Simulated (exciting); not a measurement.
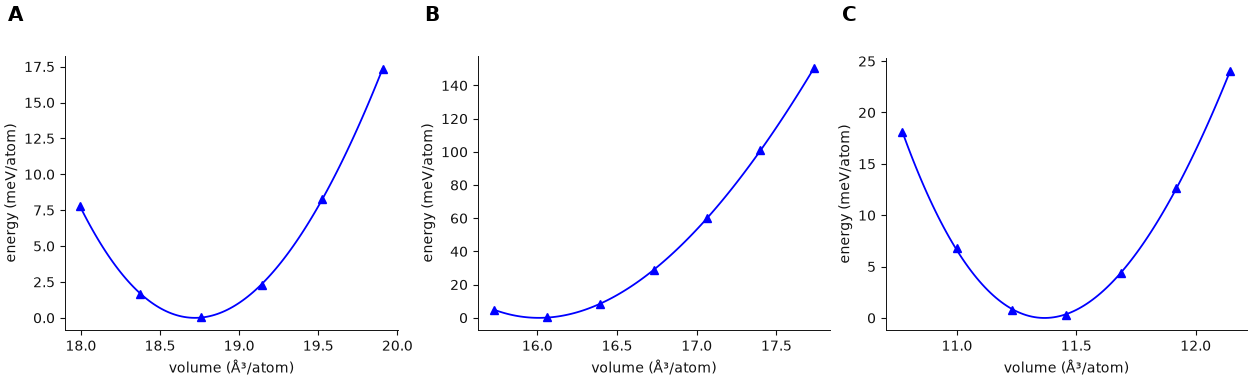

Each panel shows the energy against volume for one of these solids: Cu, I4/mmm (No. 139); ScAl, Pm-3m (No. 221); W, Fm-3m (No. 225).

Method: all-electron LAPW DFT, no spin polarisation; energies at scaled volumes of the given cell, shape and fractions fixed, counted from the fit's minimum, third-order Birch-Murnaghan fit (exciting sodium). Level: PBEsol.

Match the panels to the solids.

Answer. A is ScAl (energy from 0.05 meV/atom to 17.36 meV/atom, V0 18.72 Å³/atom, B0 82.4 GPa); B is W (energy from 0 meV/atom to 150 meV/atom, V0 16.01 Å³/atom, B0 308 GPa); C is Cu (energy from 0.32 meV/atom to 24.02 meV/atom, V0 11.37 Å³/atom, B0 166 GPa).

For Cu, limits of the calculation: shape and atomic fractions are frozen while scaling, which makes layered, chain and framework solids too stiff.
